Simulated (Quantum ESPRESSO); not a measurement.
# ZnS (F-43m): a volume series of phonon spectra

Which modes of ZnS drive its thermal expansion?

Measurements to reproduce:
- bulk modulus 71.4 GPa near room temperature (given in “High-Throughput Prediction of Finite-Temperature Properties using the Quasi-Harmonic Approximation”, 2016, arXiv:1603.06924)

Calculated with Quantum ESPRESSO 7.5; DFT LDA, scalar-relativistic, plane waves, GBRV ultrasoft pseudopotentials.

The database entry behind the starting cell differs from later determinations by our own check (about 0.1 % short), so it need not match the best structure at ambient conditions.

**1. Starting point**

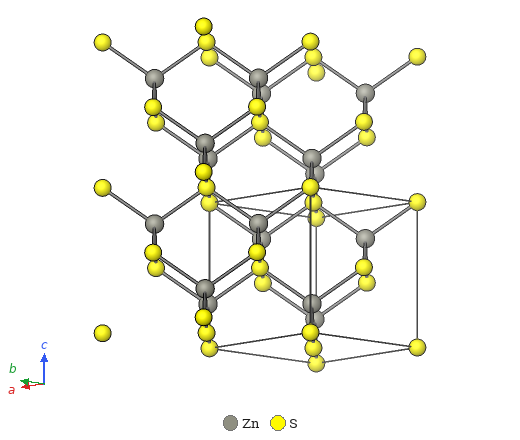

The starting structure, seen from a free direction (zinc grey, sulfur yellow). 1×2×2 cells are drawn. This picture shows the conventional cell, with its axes. Bonds to atoms that aren't drawn are left out. Some periodic images of atoms are drawn too.

**2. Probe on a coarse mesh**

Before spending time, one coarse run tells the gap and the pressure of the starting cell.

Input file probe.in:

```
 &control
    calculation='scf',
    prefix='x',
    outdir='./tmp',
    pseudo_dir='./pseudo',
    tprnfor=.true.,
    tstress=.true.,
    verbosity='high',
 /
 &system
    ibrav=0,
    nat=2,
    ntyp=2,
    ecutwfc=45.0,
    ecutrho=270.0,
    occupations='smearing',
    smearing='gaussian',
    degauss=0.01,
 /
 &electrons
    conv_thr=1.0d-07,
    mixing_beta=0.7,
    electron_maxstep=100,
 /
ATOMIC_SPECIES
 Zn     65.3800  Zn.upf
 S      32.0600  S.upf
CELL_PARAMETERS angstrom
     0.000000000    2.702000000    2.702000000
     2.702000000    0.000000000    2.702000000
     2.702000000    2.702000000    0.000000000
ATOMIC_POSITIONS crystal
 Zn     0.250000000   0.250000000   0.250000000
 S      0.000000000   0.000000000   0.000000000
K_POINTS automatic
 6 6 6 0 0 0
```

On the command line:

```console
$ OMP_NUM_THREADS=1 mpirun -n 8 pw.x -nk 8 -in probe.in > probe.out
```

The log of the run:

```text
Program PWSCF v.7.5

     This program is part of the open-source Quantum ESPRESSO suite
     for quantum simulation of materials; please cite
         "P. Giannozzi et al., J. Phys.:Condens. Matter 21 395502 (2009);
         "P. Giannozzi et al., J. Phys.:Condens. Matter 29 465901 (2017);
         "P. Giannozzi et al., J. Chem. Phys. 152 154105 (2020);
     in publications or presentations arising from this work. More details at

     Message from routine setup:
     using ibrav=0 with symmetry is DISCOURAGED, use correct ibrav instead

     G-vector sticks info
     --------------------
     sticks:   dense  smooth     PW     G-vecs:    dense   smooth      PW
     Sum         955     649    199                19891    10969    1893

     Using Slab Decomposition

     bravais-lattice index     =            0
     lattice parameter (alat)  =       7.2210  a.u.
     unit-cell volume          =     266.2457 (a.u.)^3
     number of atoms/cell      =            2
     number of atomic types    =            2
     number of electrons       =        26.00
     number of Kohn-Sham states=           17
     kinetic-energy cutoff     =      45.0000  Ry
     charge density cutoff     =     270.0000  Ry
     scf convergence threshold =      1.0E-07
     mixing beta               =       0.7000
     number of iterations used =            8  plain     mixing
     Exchange-correlation=  SLA  PZ   NOGX NOGC
                           (   1   1   0   0   0   0   0)

     celldm(1)=   7.221031  celldm(2)=   0.000000  celldm(3)=   0.000000
     celldm(4)=   0.000000  celldm(5)=   0.000000  celldm(6)=   0.000000

     crystal axes: (cart. coord. in units of alat)
               a(1) = (   0.000000   0.707107   0.707107 )
               a(2) = (   0.707107   0.000000   0.707107 )
               a(3) = (   0.707107   0.707107   0.000000 )

     reciprocal axes: (cart. coord. in units 2 pi/alat)
               b(1) = ( -0.707107  0.707107  0.707107 )
               b(2) = (  0.707107 -0.707107  0.707107 )
               b(3) = (  0.707107  0.707107 -0.707107 )

     PseudoPot. # 1 for Zn read from file:
     ./pseudo/Zn.upf
     Pseudo is Ultrasoft, Zval = 20.0
     Using radial grid of  943 points,  6 beta functions with:
                l(1) =   0
                l(2) =   0
                l(3) =   1
                l(4) =   1
                l(5) =   2
                l(6) =   2
     Q(r) pseudized with  8 coefficients,  rinner =    1.100   1.100   1.100
                                                       1.100   1.100

     PseudoPot. # 2 for S  read from file:
     ./pseudo/S.upf
     Pseudo is Ultrasoft + core correction, Zval =  6.0
     Using radial grid of  907 points,  6 beta functions with:
                l(1) =   0
                l(2) =   0
                l(3) =   1
                l(4) =   1
                l(5) =   2
                l(6) =   2
     Q(r) pseudized with  8 coefficients,  rinner =    1.300   1.300   1.300
                                                       1.300   1.300

     atomic species   valence    mass     pseudopotential
     Zn               20.00    65.38000     Zn( 1.00)
     S                 6.00    32.06000     S ( 1.00)

     24 Sym. Ops. (no inversion) found

                                    s                        frac. trans.

      isym =  1     identity

 cryst.   s( 1) = (     1          0          0      )
                  (     0          1          0      )
                  (     0          0          1      )

 cart.    s( 1) = (  1.0000000 -0.0000000  0.0000000 )
                  ( -0.0000000  1.0000000  0.0000000 )
                  ( -0.0000000  0.0000000  1.0000000 )

      isym =  2     180 deg rotation - cart. axis [0,0,1]

 cryst.   s( 2) = (     0          1         -1      )
                  (     1          0         -1      )
                  (     0          0         -1      )

 cart.    s( 2) = ( -1.0000000  0.0000000  0.0000000 )
                  (  0.0000000 -1.0000000  0.0000000 )
                  (  0.0000000 -0.0000000  1.0000000 )

      isym =  3     180 deg rotation - cart. axis [0,1,0]

 cryst.   s( 3) = (     0         -1          1      )
                  (     0         -1          0      )
                  (     1         -1          0      )

 cart.    s( 3) = ( -1.0000000 -0.0000000 -0.0000000 )
                  (  0.0000000  1.0000000 -0.0000000 )
                  (  0.0000000  0.0000000 -1.0000000 )

      isym =  4     180 deg rotation - cart. axis [1,0,0]

 cryst.   s( 4) = (    -1          0          0      )
                  (    -1          0          1      )
                  (    -1          1          0      )

 cart.    s( 4) = (  1.0000000  0.0000000 -0.0000000 )
                  ( -0.0000000 -1.0000000 -0.0000000 )
                  ( -0.0000000 -0.0000000 -1.0000000 )

      isym =  5     120 deg rotation - cart. axis [-1,-1,-1]

 cryst.   s( 5) = (     0          0          1      )
[...]
cart.    s( 5) = (  0.0000000  1.0000000 -0.0000000 )
[...]
isym =  6     120 deg rotation - cart. axis [-1,1,1]

 cryst.   s( 6) = (     1         -1          0      )
[...]
cart.    s( 6) = ( -0.0000000 -1.0000000 -0.0000000 )
[...]
isym =  7     120 deg rotation - cart. axis [1,1,-1]

 cryst.   s( 7) = (    -1          1          0      )
[...]
cart.    s( 7) = ( -0.0000000  1.0000000  0.0000000 )
[...]
isym =  8     120 deg rotation - cart. axis [1,-1,1]

 cryst.   s( 8) = (     0          0         -1      )
[...]
cart.    s( 8) = (  0.0000000 -1.0000000  0.0000000 )
[...]
isym =  9     120 deg rotation - cart. axis [1,1,1]

 cryst.   s( 9) = (     0          1          0      )
[...]
cart.    s( 9) = ( -0.0000000  0.0000000  1.0000000 )
[...]
isym = 10     120 deg rotation - cart. axis [-1,1,-1]

 cryst.   s(10) = (    -1          0          1      )
[...]
cart.    s(10) = (  0.0000000 -0.0000000  1.0000000 )
[...]
isym = 11     120 deg rotation - cart. axis [1,-1,-1]

 cryst.   s(11) = (     1          0         -1      )
[...]
cart.    s(11) = (  0.0000000  0.0000000 -1.0000000 )
[...]
isym = 12     120 deg rotation - cart. axis [-1,-1,1]

 cryst.   s(12) = (     0         -1          0      )
[...]
cart.    s(12) = ( -0.0000000 -0.0000000 -1.0000000 )
[...]
1.0000   1.0000   1.0000   1.0000   1.0000   0.0000   0.0000   0.0000
     0.0000

          k = 0.2357 0.2357-0.2357 (  1362 PWs)   bands (ev):

  -117.6666 -72.2993 -72.2992 -72.2992  -5.9755   0.0895   0.0895   0.1609
     0.4941   0.4941   2.4919   5.7908   5.7908   9.6841  13.3444  13.3445
    14.0756

     occupation numbers
     1.0000   1.0000   1.0000   1.0000   1.0000   1.0000   1.0000   1.0000
     1.0000   1.0000   1.0000   1.0000   1.0000   0.0000   0.0000   0.0000
     0.0000

          k =-0.3536-0.3536 0.3536 (  1380 PWs)   bands (ev):

  -117.6666 -72.2995 -72.2993 -72.2993  -5.7006   0.1097   0.1097   0.5124
     0.5124   0.6872   1.0872   5.5965   5.5965   9.5556  13.2295  13.2295
    15.0867

     occupation numbers
     1.0000   1.0000   1.0000   1.0000   1.0000   1.0000   1.0000   1.0000
     1.0000   1.0000   1.0000   1.0000   1.0000   0.0000   0.0000   0.0000
     0.0000

          k = 0.2357 0.0000-0.0000 (  1371 PWs)   bands (ev):

[...]
13.7544

     occupation numbers
[...]
0.0000

          k = 0.3536 0.1179-0.1179 (  1353 PWs)   bands (ev):

[...]
14.3928

     occupation numbers
[...]
0.0000

          k =-0.2357-0.4714 0.4714 (  1356 PWs)   bands (ev):

[...]
14.6625

     occupation numbers
[...]
0.0000

          k =-0.1179-0.3536 0.3536 (  1355 PWs)   bands (ev):

[...]
14.2782

     occupation numbers
[...]
0.0000

          k = 0.0000-0.2357 0.2357 (  1354 PWs)   bands (ev):

[...]
occupation numbers
[...]
k = 0.4714 0.0000-0.0000 (  1347 PWs)   bands (ev):

[...]
occupation numbers
[...]
k =-0.1179-0.5893 0.5893 (  1358 PWs)   bands (ev):

[...]
occupation numbers
[...]
k =-0.0000-0.4714 0.4714 (  1360 PWs)   bands (ev):

[...]
occupation numbers
[...]
k =-0.7071 0.0000 0.0000 (  1362 PWs)   bands (ev):

[...]
18.2101

     occupation numbers
[...]
0.0000

          k =-0.2357-0.4714 0.7071 (  1348 PWs)   bands (ev):

[...]
15.9073

     occupation numbers
[...]
0.0000

          k =-0.1179-0.3536 0.5893 (  1358 PWs)   bands (ev):

  -117.6666 -72.2994 -72.2993 -72.2992  -5.4602   0.1287   0.2126   0.4291
     0.4740   0.8026   1.6968   3.6023   4.5589  11.6458  12.2090  13.8981
    15.7305

     occupation numbers
     1.0000   1.0000   1.0000   1.0000   1.0000   1.0000   1.0000   1.0000
     1.0000   1.0000   1.0000   1.0000   1.0000   0.0000   0.0000   0.0000
     0.0000

          k =-0.7071 0.2357 0.0000 (  1368 PWs)   bands (ev):

  -117.6666 -72.2994 -72.2993 -72.2993  -5.3746   0.0890   0.2820   0.3708
     0.5056   0.8434   1.7958   3.7988   3.8238  11.1242  11.6524  15.2714
    15.2792

     occupation numbers
     1.0000   1.0000   1.0000   1.0000   1.0000   1.0000   1.0000   1.0000
     1.0000   1.0000   1.0000   1.0000   1.0000   0.0000   0.0000   0.0000
     0.0000

     the Fermi energy is     7.6599 ev

!    total energy              =    -485.44864773 Ry
     estimated scf accuracy    <       0.00000007 Ry
     smearing contrib. (-TS)   =      -0.00000000 Ry
     internal energy E=F+TS    =    -485.44864773 Ry

     The total energy is F=E-TS. E is the sum of the following terms:
     one-electron contribution =    -454.68388070 Ry
     hartree contribution      =     233.80050458 Ry
     xc contribution           =     -49.96995881 Ry
     ewald contribution        =    -214.59531280 Ry

     convergence has been achieved in   6 iterations

     Forces acting on atoms (cartesian axes, Ry/au):

     atom    1 type  1   force =    -0.00000000   -0.00000000   -0.00000000
     atom    2 type  2   force =     0.00000000    0.00000000    0.00000000
     The non-local contrib.  to forces
     atom    1 type  1   force =     0.00000000    0.00000000    0.00000000
     atom    2 type  2   force =     0.00000000    0.00000000    0.00000000
     The ionic contribution  to forces
     atom    1 type  1   force =     0.00000000   -0.00000000    0.00000000
     atom    2 type  2   force =     0.00000000    0.00000000    0.00000000
     The local contribution  to forces
     atom    1 type  1   force =    -0.00000000   -0.00000000   -0.00000000
     atom    2 type  2   force =    -0.00000000   -0.00000000   -0.00000000
     The core correction contribution to forces
     atom    1 type  1   force =     0.00000000    0.00000000    0.00000000
     atom    2 type  2   force =     0.00000000   -0.00000000   -0.00000000
     The Hubbard contrib.    to forces
     atom    1 type  1   force =     0.00000000    0.00000000    0.00000000
     atom    2 type  2   force =     0.00000000    0.00000000    0.00000000
     The SCF correction term to forces
     atom    1 type  1   force =    -0.00000000   -0.00000000    0.00000000
     atom    2 type  2   force =    -0.00000000    0.00000000    0.00000000

     Total force =     0.000000     Total SCF correction =     0.000000

     Computing stress (Cartesian axis) and pressure

          total   stress  (Ry/bohr**3)                   (kbar)     P=      -51.72
  -0.00035156  -0.00000000  -0.00000000          -51.72       -0.00       -0.00
   0.00000000  -0.00035156   0.00000000            0.00      -51.72        0.00
  -0.00000000   0.00000000  -0.00035156           -0.00        0.00      -51.72

     kinetic stress (kbar)  17710.58      0.00      0.00
                                0.00  17710.58     -0.00
                                0.00     -0.00  17710.58

     local   stress (kbar) -13787.90      0.00      0.00
                                0.00 -13787.90      0.00
                                0.00      0.00 -13787.90

     nonloc. stress (kbar)    765.21     -0.00     -0.00
                               -0.00    765.21     -0.00
                               -0.00     -0.00    765.21

     hartree stress (kbar)  43059.52     -0.00     -0.00
                               -0.00  43059.52      0.00
                               -0.00      0.00  43059.52

     exc-cor stress (kbar)  -6064.74      0.00      0.00
                                0.00  -6064.74      0.00
                                0.00      0.00  -6064.74

     corecor stress (kbar)  -2211.93     -0.00      0.00
                               -0.00  -2211.93      0.00
                                0.00      0.00  -2211.93

     ewald   stress (kbar) -39522.46     -0.00      0.00
                               -0.00 -39522.46      0.00
                                0.00      0.00 -39522.46

     hubbard stress (kbar)      0.00      0.00      0.00
                                0.00      0.00      0.00
                                0.00      0.00      0.00

     DFT-D   stress (kbar)      0.00      0.00      0.00
[...]
XDM     stress (kbar)      0.00      0.00      0.00
[...]
dft-nl  stress (kbar)      0.00      0.00      0.00
                                0.00      0.00      0.00
                                0.00      0.00      0.00

     TS-vdW  stress (kbar)      0.00      0.00      0.00
                                0.00      0.00      0.00
                                0.00      0.00      0.00

     MDB     stress (kbar)      0.00      0.00      0.00
                                0.00      0.00      0.00
                                0.00      0.00      0.00

     3D-RISM stress (kbar)      0.00      0.00      0.00
                                0.00      0.00      0.00
                                0.00      0.00      0.00

     Writing all to output data dir ./tmp/x.save/ :
     XML data file, charge density, pseudopotentials, collected wavefunctions

   JOB DONE.
```

The job ended after 2.7 s (8 MPI ranks of Arm Neoverse N1, shared host; 21 s of CPU time).

Numbers from this step:

| Property | Result |
| --- | --- |
| volume per atom | 19.73 Å³ |
| pressure | -5.172 GPa |
| gap on the k-mesh | 1.849 eV |

The start is under -5.2 GPa at this level and looks like an insulator or semiconductor on this mesh.

[end of part 1 of 9]

[Logs are printed without paths, hosts, clocks, repeated set-up lines and the standing remarks that a program may print on its own settings, such as how far it seeks lower states.]

[Hosts, paths, dates, database ids (printed as entryN), source tags and the programs' standing remarks are cut or masked in the printed files.]

[A step with changed settings may run another functional than the one named; its input shows which.]

[Of the runs on displaced cells, only some may be shown.]
